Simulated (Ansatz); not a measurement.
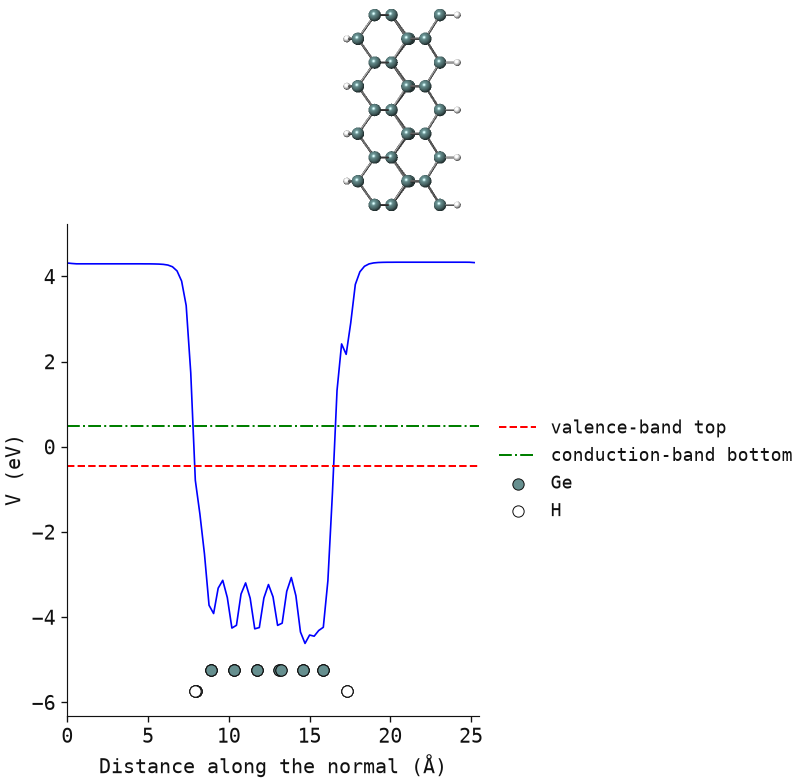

Plane-averaged electrostatic potential energy of an electron across the slab; circles at the bottom mark the heights of the atoms (positions after relaxation). The structure is drawn too.

The material is a (100) slab cut from Ge (Fd-3m), of composition Ge₂H (not the bulk's), ended by Ge planes, 36 atoms in the cell.

Method: DFT PBE+D3(BJ), scalar-relativistic, plane waves, PAW, no spin polarisation, 3×3×1 k mesh, Gaussian smearing of 0.1 eV (Ansatz).

> What are the ionisation potential and the electron affinity of the slab?

From the vacuum level at the right face the ionisation potential is 4.78 eV and the electron affinity 3.85 eV; the left face gives the same. The slab's gap, their difference before rounding, is 0.93 eV. The two vacuum levels agree, so the slab has no net dipole along its normal.

> How thick are slab and vacuum?

The outermost atoms are 9.4 Å apart, which leaves 16.1 Å of vacuum in a cell 25.5 Å high.
